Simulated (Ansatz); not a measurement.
System: Zn₂O₃, space group Pn-3m (No. 224) (one of a set of cubic test structures, which need not be the stable phase).

Method: equation of state of a cubic crystal from periodic Kohn-Sham density functional theory without spin, third-order Birch-Murnaghan fit to the free energies; pressure corrected for the finite basis (Ansatz 0.2.0 development build). Level: PBE.

structure type cubic X2O3; atoms in cell 10; space group number 224; lattice centring simple cubic; k mesh 12×12×12; occupation method Fermi–Dirac; occupation width 0.06123 eV; wave cutoff 420 eV; datasets soft-1 PAW; density tolerance 1.1e−07 eV; bands 52; density cutoff ratio 4; search for lower states default.

What does the calculation give for the energy above the lowest point against volume? The volume takes the values 10.65, 10.87, 11.10, 11.33, 11.55, 11.78, 12.01 Å³/atom.

A third-order Birch–Murnaghan fit gives V0 = 11.33 Å³/atom, B0 = 132 GPa and B′ = 4.6. The energy above the lowest point is 18.7 meV/atom at volume 10.65 Å³/atom and 15.1 meV/atom at 12.01 Å³/atom; the lowest computed point is at volume 11.33 Å³/atom (0.0 meV/atom).

```json
{"volume (Å³/atom)": "10.65", "energy above the lowest point (meV/atom)": "18.7"}
{"volume (Å³/atom)": "10.87", "energy above the lowest point (meV/atom)": "8.0"}
{"volume (Å³/atom)": "11.10", "energy above the lowest point (meV/atom)": "1.9"}
{"volume (Å³/atom)": "11.33", "energy above the lowest point (meV/atom)": "0.0"}
{"volume (Å³/atom)": "11.55", "energy above the lowest point (meV/atom)": "1.8"}
{"volume (Å³/atom)": "11.78", "energy above the lowest point (meV/atom)": "7.0"}
{"volume (Å³/atom)": "12.01", "energy above the lowest point (meV/atom)": "15.1"}
```

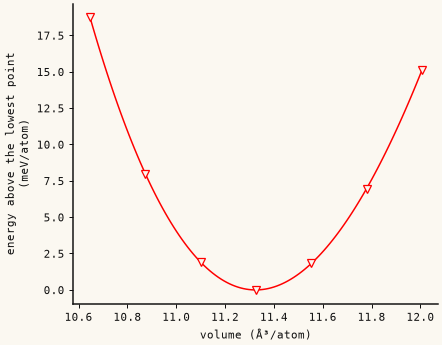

Caveats: cubic model structure, not the ambient form; modest k-mesh, values are not fully converged in k.
